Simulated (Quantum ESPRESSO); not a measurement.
**Workfunction calculation, with input and output: Al (part 1 of 2)**

The run: workfunction calculation of Al (slab, 6 atoms in the cell). Method and program: Kohn-Sham DFT of a periodic cell, PBE, PseudoDojo 0.4.1 SR PBE standard, no spin polarisation (Quantum ESPRESSO 7.5).

The structure derives from a Materials Project entry.

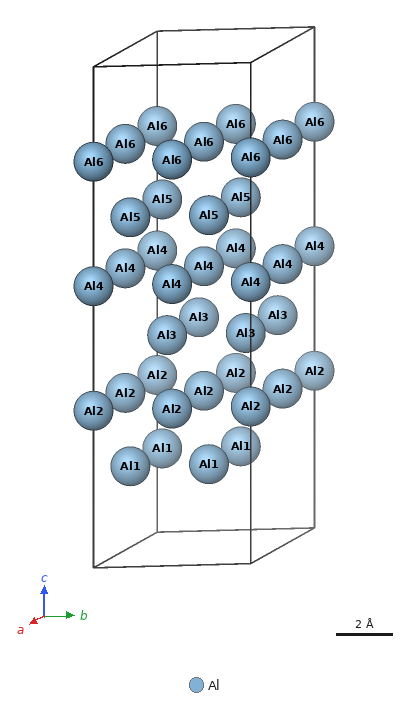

Figure 1. The structure as given in the input (spheres-only view of the 2 × 2 repeat of the cell, with the vacuum cut short, seen slightly off an axis; atoms are numbered from 1 in the order of the input). An atom can appear more than once, as a periodic image.

Input file:
```
&CONTROL
  calculation = 'scf'
  prefix = 'pwscf'
  outdir = './tmp'
  pseudo_dir = './pseudo'
  tprnfor = .true.
  disk_io = 'low'
  tefield = .true.
  dipfield = .true.
/
&SYSTEM
  ibrav = 0
  celldm(1) = 8
  nat = 6
  ntyp = 1
  ecutwfc = 40
  nbnd = 15
  occupations = 'smearing'
  smearing = 'fd'
  degauss = 0.00367493
  edir = 3
  emaxpos = 0.9811
  eopreg = 0.0378
  eamp = 0
/
&ELECTRONS
  conv_thr = 6d-09
  electron_maxstep = 150
  mixing_beta = 0.3
  mixing_mode = 'local-TF'
/
ATOMIC_SPECIES
Al    26.9815 Al.upf
CELL_PARAMETERS alat
  0.6678001636174  -0.0000000000000   0.0000000000000
 -0.3339000818113   0.5783319063456   0.0000000000000
  0.0000000000000   0.0000000000000   6.2555819657062
ATOMIC_POSITIONS crystal
Al     0.6666666700    0.3333333400    0.2832059833
Al     0.0000000000    0.0000000000    0.3699235900
Al     0.3333333300    0.6666666600    0.4566411967
Al     0.0000000000    0.0000000000    0.5433588033
Al     0.6666666700    0.3333333400    0.6300764100
Al     0.0000000000    0.0000000000    0.7167940167
K_POINTS automatic
11 11 1 0 0 0
```

File pp_density.in:
```
&INPUTPP
  prefix = 'pwscf'
  outdir = './tmp'
  filplot = 'density.dat'
  plot_num = 0
/
&PLOT
  nfile = 1
  filepp(1) = 'density.dat'
  iflag = 3
  output_format = 6
  fileout = 'density.cube'
/
```

File pp_potential.in:
```
&INPUTPP
  prefix = 'pwscf'
  outdir = './tmp'
  filplot = 'potential.dat'
  plot_num = 11
/
&PLOT
  nfile = 1
  filepp(1) = 'potential.dat'
  iflag = 3
  output_format = 6
  fileout = 'potential.cube'
/
```

File pp_elf.in:
```
&INPUTPP
  prefix = 'pwscf'
  outdir = './tmp'
  filplot = 'elf.dat'
  plot_num = 8
/
&PLOT
  nfile = 1
  filepp(1) = 'elf.dat'
  iflag = 3
  output_format = 6
  fileout = 'elf.cube'
/
```

Hardware: 1 thread of Intel Xeon @ 2.50GHz (Skylake/Cascade Lake), 32 GiB of memory available, shared host.

Launch command:
```bash
OMP_NUM_THREADS=1 pw.x -in pw.in > pw.out
OMP_NUM_THREADS=1 pp.x -in pp_density.in > pp_density.out
OMP_NUM_THREADS=1 pp.x -in pp_potential.in > pp_potential.out
OMP_NUM_THREADS=1 pp.x -in pp_elf.in > pp_elf.out
```

The program's output:
```
This program is part of the open-source Quantum ESPRESSO suite
     for quantum simulation of materials; please cite
         "P. Giannozzi et al., J. Phys.:Condens. Matter 21 395502 (2009);
         "P. Giannozzi et al., J. Phys.:Condens. Matter 29 465901 (2017);
         "P. Giannozzi et al., J. Chem. Phys. 152 154105 (2020);
          URL
     in publications or presentations arising from this work. More details at

     Presently no symmetry can be used with electric field

     G-vector sticks info
     --------------------
     sticks:   dense  smooth     PW     G-vecs:    dense   smooth      PW
     Sum         313     313    109                42357    42357    8469

     Using Slab Decomposition

     bravais-lattice index     =            0
     lattice parameter (alat)  =       8.0000  a.u.
     unit-cell volume          =    1236.9762 (a.u.)^3
     number of atoms/cell      =            6
     number of atomic types    =            1
     number of electrons       =        18.00
     number of Kohn-Sham states=           15
     kinetic-energy cutoff     =      40.0000  Ry
     charge density cutoff     =     160.0000  Ry
     scf convergence threshold =      6.0E-09
     mixing beta               =       0.3000
     number of iterations used =            8  local-TF  mixing
     Exchange-correlation= PBE
                           (   1   4   3   4   0   0   0)

     celldm(1)=   8.000000  celldm(2)=   0.000000  celldm(3)=   0.000000
     celldm(4)=   0.000000  celldm(5)=   0.000000  celldm(6)=   0.000000

     crystal axes: (cart. coord. in units of alat)
               a(1) = (   0.667800  -0.000000   0.000000 )
               a(2) = (  -0.333900   0.578332   0.000000 )
               a(3) = (   0.000000   0.000000   6.255582 )

     reciprocal axes: (cart. coord. in units 2 pi/alat)
               b(1) = (  1.497454  0.864555 -0.000000 )
               b(2) = (  0.000000  1.729111 -0.000000 )
               b(3) = ( -0.000000 -0.000000  0.159857 )

     PseudoPot. # 1 for Al read from file:
     Al.upf
     Pseudo is Norm-conserving + core correction, Zval =  3.0
     Generated using ONCVPSP code by D. R. Hamann
     Using radial grid of 1876 points,  6 beta functions with:
                l(1) =   0
                l(2) =   0
                l(3) =   1
                l(4) =   1
                l(5) =   2
                l(6) =   2

     atomic species   valence    mass     pseudopotential
     Al                3.00    26.98150     Al( 1.00)

     No symmetry found

   Cartesian axes

     site n.     atom                  positions (alat units)
         1        Al     tau(   1) = (   0.3339001   0.1927773   1.7716182  )
         2        Al     tau(   2) = (   0.0000000   0.0000000   2.3140873  )
         3        Al     tau(   3) = (  -0.0000000   0.3855546   2.8565564  )
         4        Al     tau(   4) = (   0.0000000   0.0000000   3.3990255  )
         5        Al     tau(   5) = (   0.3339001   0.1927773   3.9414946  )
         6        Al     tau(   6) = (   0.0000000   0.0000000   4.4839637  )

     number of k points=    61  Fermi-Dirac smearing, width (Ry)=  0.0037
                       cart. coord. in units 2pi/alat
        k(    1) = (   0.0000000   0.0000000   0.0000000), wk =   0.0165289
        k(    2) = (   0.0000000   0.1571919   0.0000000), wk =   0.0330579
        k(    3) = (   0.0000000   0.3143838   0.0000000), wk =   0.0330579
        k(    4) = (   0.0000000   0.4715757   0.0000000), wk =   0.0330579
        k(    5) = (   0.0000000   0.6287676   0.0000000), wk =   0.0330579
        k(    6) = (   0.0000000   0.7859595   0.0000000), wk =   0.0330579
        k(    7) = (   0.1361322   0.0785959   0.0000000), wk =   0.0330579
        k(    8) = (   0.1361322   0.2357878   0.0000000), wk =   0.0330579
        k(    9) = (   0.1361322   0.3929797   0.0000000), wk =   0.0330579
        k(   10) = (   0.1361322   0.5501716   0.0000000), wk =   0.0330579
        k(   11) = (   0.1361322   0.7073635   0.0000000), wk =   0.0330579
        k(   12) = (   0.1361322   0.8645554   0.0000000), wk =   0.0330579
        k(   13) = (   0.1361322  -0.7073635   0.0000000), wk =   0.0330579
        k(   14) = (   0.1361322  -0.5501716   0.0000000), wk =   0.0330579
        k(   15) = (   0.1361322  -0.3929797   0.0000000), wk =   0.0330579
        k(   16) = (   0.1361322  -0.2357878   0.0000000), wk =   0.0330579
        k(   17) = (   0.1361322  -0.0785959   0.0000000), wk =   0.0330579
        k(   18) = (   0.2722644   0.1571919   0.0000000), wk =   0.0330579
        k(   19) = (   0.2722644   0.3143838   0.0000000), wk =   0.0330579
        k(   20) = (   0.2722644   0.4715757   0.0000000), wk =   0.0330579
        k(   21) = (   0.2722644   0.6287676   0.0000000), wk =   0.0330579
        k(   22) = (   0.2722644   0.7859595   0.0000000), wk =   0.0330579
        k(   23) = (   0.2722644   0.9431514   0.0000000), wk =   0.0330579
        k(   24) = (   0.2722644  -0.6287676   0.0000000), wk =   0.0330579
        k(   25) = (   0.2722644  -0.4715757   0.0000000), wk =   0.0330579
        k(   26) = (   0.2722644  -0.3143838   0.0000000), wk =   0.0330579
        k(   27) = (   0.2722644  -0.1571919   0.0000000), wk =   0.0330579
        k(   28) = (   0.2722644   0.0000000   0.0000000), wk =   0.0330579
        k(   29) = (   0.4083965   0.2357878   0.0000000), wk =   0.0330579
        k(   30) = (   0.4083965   0.3929797   0.0000000), wk =   0.0330579
        k(   31) = (   0.4083965   0.5501716   0.0000000), wk =   0.0330579
        k(   32) = (   0.4083965   0.7073635   0.0000000), wk =   0.0330579
        k(   33) = (   0.4083965   0.8645554   0.0000000), wk =   0.0330579
        k(   34) = (   0.4083965   1.0217473   0.0000000), wk =   0.0330579
        k(   35) = (   0.4083965  -0.5501716   0.0000000), wk =   0.0330579
        k(   36) = (   0.4083965  -0.3929797   0.0000000), wk =   0.0330579
        k(   37) = (   0.4083965  -0.2357878   0.0000000), wk =   0.0330579
        k(   38) = (   0.4083965  -0.0785959   0.0000000), wk =   0.0330579
        k(   39) = (   0.4083965   0.0785959   0.0000000), wk =   0.0330579
        k(   40) = (   0.5445287   0.3143838   0.0000000), wk =   0.0330579
        k(   41) = (   0.5445287   0.4715757   0.0000000), wk =   0.0330579
        k(   42) = (   0.5445287   0.6287676   0.0000000), wk =   0.0330579
        k(   43) = (   0.5445287   0.7859595   0.0000000), wk =   0.0330579
        k(   44) = (   0.5445287   0.9431514   0.0000000), wk =   0.0330579
        k(   45) = (   0.5445287   1.1003433   0.0000000), wk =   0.0330579
        k(   46) = (   0.5445287  -0.4715757   0.0000000), wk =   0.0330579
        k(   47) = (   0.5445287  -0.3143838   0.0000000), wk =   0.0330579
        k(   48) = (   0.5445287  -0.1571919   0.0000000), wk =   0.0330579
        k(   49) = (   0.5445287   0.0000000   0.0000000), wk =   0.0330579
        k(   50) = (   0.5445287   0.1571919   0.0000000), wk =   0.0330579
        k(   51) = (   0.6806609   0.3929797   0.0000000), wk =   0.0330579
        k(   52) = (   0.6806609   0.5501716   0.0000000), wk =   0.0330579
        k(   53) = (   0.6806609   0.7073635   0.0000000), wk =   0.0330579
        k(   54) = (   0.6806609   0.8645554   0.0000000), wk =   0.0330579
        k(   55) = (   0.6806609   1.0217473   0.0000000), wk =   0.0330579
        k(   56) = (   0.6806609   1.1789392   0.0000000), wk =   0.0330579
        k(   57) = (   0.6806609  -0.3929797   0.0000000), wk =   0.0330579
        k(   58) = (   0.6806609  -0.2357878   0.0000000), wk =   0.0330579
        k(   59) = (   0.6806609  -0.0785959   0.0000000), wk =   0.0330579
        k(   60) = (   0.6806609   0.0785959   0.0000000), wk =   0.0330579
        k(   61) = (   0.6806609   0.2357878   0.0000000), wk =   0.0330579

     Dense  grid:    42357 G-vectors     FFT dimensions: (  24,  24, 216)

     Initial potential from superposition of free atoms

     starting charge      17.9853, renormalised to      18.0000

     negative rho (up, down):  1.384E-05 0.000E+00

     Adding external electric field

     Computed dipole along edir(3) :
        Dipole               -0.0000 Ry au,         -0.0000 Debye
        Dipole field         -0.0000 Ry au,

        Potential amp.        0.0000 Ry
        Total length         48.1530 bohr

     Starting wfcs are   24 randomized atomic wfcs

     Self-consistent Calculation

     iteration #  1     ecut=    40.00 Ry     beta= 0.30
     Davidson diagonalization with overlap
     ethr =  1.00E-02,  avg # of iterations =  3.7

     Adding external electric field

     Computed dipole along edir(3) :
        Dipole                0.0000 Ry au,          0.0001 Debye
        Dipole field          0.0000 Ry au,

        Potential amp.       -0.0000 Ry
        Total length         48.1530 bohr

     total energy              =     -27.77078385 Ry
     estimated scf accuracy    <       0.57473106 Ry

     iteration #  2     ecut=    40.00 Ry     beta= 0.30
     Davidson diagonalization with overlap
     ethr =  3.19E-03,  avg # of iterations =  1.0

     Adding external electric field

     Computed dipole along edir(3) :
        Dipole                0.0001 Ry au,          0.0003 Debye
        Dipole field          0.0000 Ry au,

        Potential amp.       -0.0001 Ry
        Total length         48.1530 bohr

     total energy              =     -27.73113083 Ry
     estimated scf accuracy    <       0.37660883 Ry

     iteration #  3     ecut=    40.00 Ry     beta= 0.30
     Davidson diagonalization with overlap
     ethr =  2.09E-03,  avg # of iterations =  1.7

     Adding external electric field

     Computed dipole along edir(3) :
        Dipole                0.0002 Ry au,          0.0005 Debye
        Dipole field          0.0000 Ry au,

        Potential amp.       -0.0002 Ry
        Total length         48.1530 bohr

     total energy              =     -27.75281504 Ry
     estimated scf accuracy    <       0.01854977 Ry

     iteration #  4     ecut=    40.00 Ry     beta= 0.30
     Davidson diagonalization with overlap
     ethr =  1.03E-04,  avg # of iterations =  6.9

     Adding external electric field

     Computed dipole along edir(3) :
        Dipole                0.0003 Ry au,          0.0007 Debye
        Dipole field          0.0000 Ry au,

        Potential amp.       -0.0003 Ry
        Total length         48.1530 bohr

     total energy              =     -27.75360106 Ry
     estimated scf accuracy    <       0.02219392 Ry

     iteration #  5     ecut=    40.00 Ry     beta= 0.30
     Davidson diagonalization with overlap
     ethr =  1.03E-04,  avg # of iterations =  1.1

     Adding external electric field

     Computed dipole along edir(3) :
        Dipole                0.0005 Ry au,          0.0012 Debye
        Dipole field          0.0000 Ry au,

        Potential amp.       -0.0005 Ry
        Total length         48.1530 bohr

     total energy              =     -27.75276024 Ry
     estimated scf accuracy    <       0.01048529 Ry

     iteration #  6     ecut=    40.00 Ry     beta= 0.30
     Davidson diagonalization with overlap
     ethr =  5.83E-05,  avg # of iterations =  2.2

     Adding external electric field

     Computed dipole along edir(3) :
        Dipole                0.0008 Ry au,          0.0021 Debye
        Dipole field          0.0000 Ry au,

        Potential amp.       -0.0008 Ry
        Total length         48.1530 bohr

     total energy              =     -27.75151113 Ry
     estimated scf accuracy    <       0.00425591 Ry

     iteration #  7     ecut=    40.00 Ry     beta= 0.30
     Davidson diagonalization with overlap
     ethr =  2.36E-05,  avg # of iterations =  5.0

     negative rho (up, down):  4.837E-03 0.000E+00

     Adding external electric field

     Computed dipole along edir(3) :
        Dipole                0.0009 Ry au,          0.0022 Debye
        Dipole field          0.0000 Ry au,

        Potential amp.       -0.0009 Ry
        Total length         48.1530 bohr

     total energy              =     -27.75130982 Ry
     estimated scf accuracy    <       0.00270091 Ry

     iteration #  8     ecut=    40.00 Ry     beta= 0.30
     Davidson diagonalization with overlap
     ethr =  1.50E-05,  avg # of iterations =  3.7

     negative rho (up, down):  2.566E-03 0.000E+00

     Adding external electric field

     Computed dipole along edir(3) :
        Dipole                0.0007 Ry au,          0.0019 Debye
        Dipole field          0.0000 Ry au,

        Potential amp.       -0.0007 Ry
        Total length         48.1530 bohr

     total energy              =     -27.75146434 Ry
     estimated scf accuracy    <       0.00098395 Ry

     iteration #  9     ecut=    40.00 Ry     beta= 0.30
     Davidson diagonalization with overlap
     ethr =  5.47E-06,  avg # of iterations =  4.2

     negative rho (up, down):  4.949E-03 0.000E+00

     Adding external electric field

     Computed dipole along edir(3) :
        Dipole                0.0001 Ry au,          0.0003 Debye
        Dipole field          0.0000 Ry au,

        Potential amp.       -0.0001 Ry
        Total length         48.1530 bohr

     total energy              =     -27.75137091 Ry
     estimated scf accuracy    <       0.00105314 Ry

     iteration # 10     ecut=    40.00 Ry     beta= 0.30
     Davidson diagonalization with overlap
     c_bands:  1 eigenvalues not converged
     c_bands:  1 eigenvalues not converged
     ethr =  5.47E-06,  avg # of iterations =  4.5

     negative rho (up, down):  1.664E-03 0.000E+00

     Adding external electric field

     Computed dipole along edir(3) :
        Dipole               -0.0001 Ry au,         -0.0001 Debye
        Dipole field         -0.0000 Ry au,

        Potential amp.        0.0001 Ry
        Total length         48.1530 bohr

     total energy              =     -27.75146799 Ry
     estimated scf accuracy    <       0.00028084 Ry

     iteration # 11     ecut=    40.00 Ry     beta= 0.30
     Davidson diagonalization with overlap
     ethr =  1.56E-06,  avg # of iterations =  3.6

     negative rho (up, down):  2.977E-05 0.000E+00

     Adding external electric field

     Computed dipole along edir(3) :
        Dipole                0.0000 Ry au,          0.0001 Debye
        Dipole field          0.0000 Ry au,

        Potential amp.       -0.0000 Ry
        Total length         48.1530 bohr

     total energy              =     -27.75148664 Ry
     estimated scf accuracy    <       0.00006584 Ry

     iteration # 12     ecut=    40.00 Ry     beta= 0.30
     Davidson diagonalization with overlap
     ethr =  3.66E-07,  avg # of iterations =  4.7

     negative rho (up, down):  3.588E-05 0.000E+00

     Adding external electric field

     Computed dipole along edir(3) :
        Dipole                0.0002 Ry au,          0.0004 Debye
        Dipole field          0.0000 Ry au,

        Potential amp.       -0.0001 Ry
        Total length         48.1530 bohr

     total energy              =     -27.75149086 Ry
     estimated scf accuracy    <       0.00000589 Ry

     iteration # 13     ecut=    40.00 Ry     beta= 0.30
     Davidson diagonalization with overlap
     ethr =  3.27E-08,  avg # of iterations =  2.0

     negative rho (up, down):  1.775E-05 0.000E+00

     Adding external electric field

     Computed dipole along edir(3) :
        Dipole                0.0002 Ry au,          0.0006 Debye
        Dipole field          0.0000 Ry au,

        Potential amp.       -0.0002 Ry
        Total length         48.1530 bohr

     total energy              =     -27.75149050 Ry
     estimated scf accuracy    <       0.00000069 Ry

     iteration # 14     ecut=    40.00 Ry     beta= 0.30
     Davidson diagonalization with overlap
     ethr =  3.84E-09,  avg # of iterations =  2.5

     negative rho (up, down):  4.829E-06 0.000E+00

     Adding external electric field

     Computed dipole along edir(3) :
        Dipole                0.0003 Ry au,          0.0009 Debye
        Dipole field          0.0000 Ry au,

        Potential amp.       -0.0003 Ry
        Total length         48.1530 bohr

     total energy              =     -27.75148991 Ry
     estimated scf accuracy    <       0.00000041 Ry

     iteration # 15     ecut=    40.00 Ry     beta= 0.30
     Davidson diagonalization with overlap
     ethr =  2.26E-09,  avg # of iterations =  1.8

     negative rho (up, down):  1.823E-05 0.000E+00

     Adding external electric field

     Computed dipole along edir(3) :
        Dipole                0.0005 Ry au,          0.0013 Debye
        Dipole field          0.0000 Ry au,

        Potential amp.       -0.0005 Ry
        Total length         48.1530 bohr

     total energy              =     -27.75148966 Ry
     estimated scf accuracy    <       0.00000023 Ry

     iteration # 16     ecut=    40.00 Ry     beta= 0.30
     Davidson diagonalization with overlap
     ethr =  1.30E-09,  avg # of iterations =  2.2

     negative rho (up, down):  1.355E-05 0.000E+00

     Adding external electric field
```
